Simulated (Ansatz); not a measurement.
```cif
data_structure
_symmetry_space_group_name_H-M 'P 1'
_symmetry_Int_Tables_number 1
_cell_length_a 4.2361
_cell_length_b 4.2361
_cell_length_c 2.5829
_cell_angle_alpha 90.000
_cell_angle_beta 90.000
_cell_angle_gamma 90.000
_cell_volume 46.35
loop_
_atom_site_label
_atom_site_type_symbol
_atom_site_fract_x
_atom_site_fract_y
_atom_site_fract_z
_atom_site_occupancy
Si1 Si 0.50000 0.50000 0.50000 1
Si2 Si 0.00000 0.00000 0.00000 1
O1 O 0.69302 0.69302 0.00000 1
O2 O 0.19302 0.80698 0.50000 1
O3 O 0.30698 0.30698 0.00000 1
O4 O 0.80698 0.19302 0.50000 1
```

Space group P4₂/mnm; a structure from a database of computed crystals, not necessarily the ambient phase; changed on purpose from its base cell (strain +0.000 along x and y, -0.040 along z, atoms carried along); computed pressure about 16 GPa in this cell.

Method: DFT PBE, scalar-relativistic, plane waves, PAW (Ansatz).

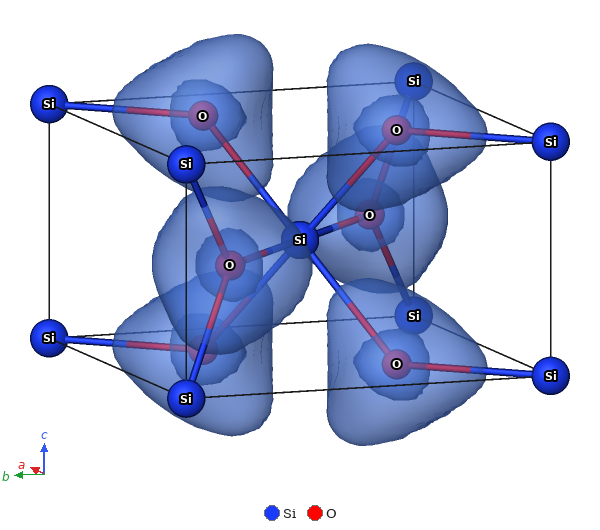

SiO$_{2}$. Isosurface of the electron localisation function at 0.7 (blue), seen at an oblique angle. Core shells and regions of very low density are left out. Sticks mark near contacts.

In a PAW calculation such maps are meaningful between the atoms, not at the nuclei.

What do the ELF domains correspond to?

The surface consists of four regions on O in which the atom's valence shell and bonds are merged, counted in one cell of 6 atoms. Regions shared between cells count once. Along the contacts the grid gives the following. Si–O (1.73 Å): the ELF peaks at about 0.85 between the atoms. Si–O (1.84 Å): the ELF peaks at about 0.85 between the atoms.

Metal or insulator at this level of theory?

It is gapped, with a Kohn–Sham gap of 5.9 eV on the k-point mesh (the band edges may lie off the mesh, which would make the gap smaller).
